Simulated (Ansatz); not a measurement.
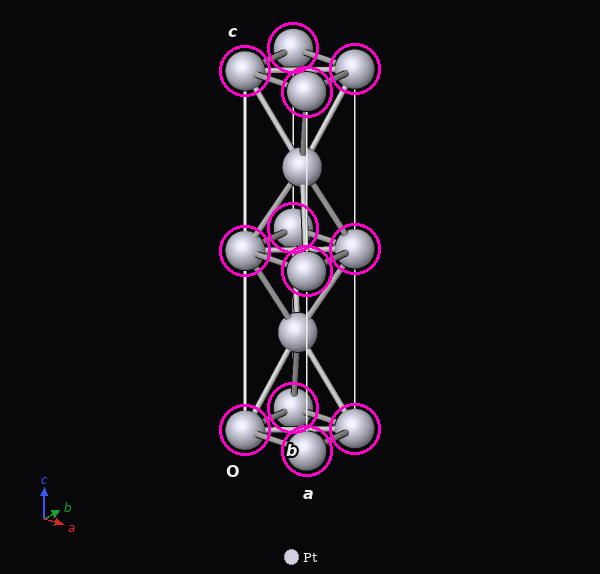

For Pt, the input geometry of an electronic-structure calculation (not necessarily at equilibrium); the starting structure was generated, so it need not be a known form of this composition: one unit cell; the ringed atoms, with their copies on corners, edges and faces, form one crystallographic orbit. All values are computed from the atomic coordinates in the standard setting (tolerance 0.002 Å).

a = 2.765 Å, b = 2.765 Å, c = 9.281 Å, α = 90.00°, β = 90.00°, γ = 120.00°; space group P6₃/mmc (No. 194).

Which Wyckoff position do the ringed atoms fill?

Pt on 2a, site symmetry -3m.: 24 operations a cell over 12 that keep the site give 2 atoms, with 0 free parameters.

List their coordinates.

(0, 0, 0); (0, 0, 1/2).
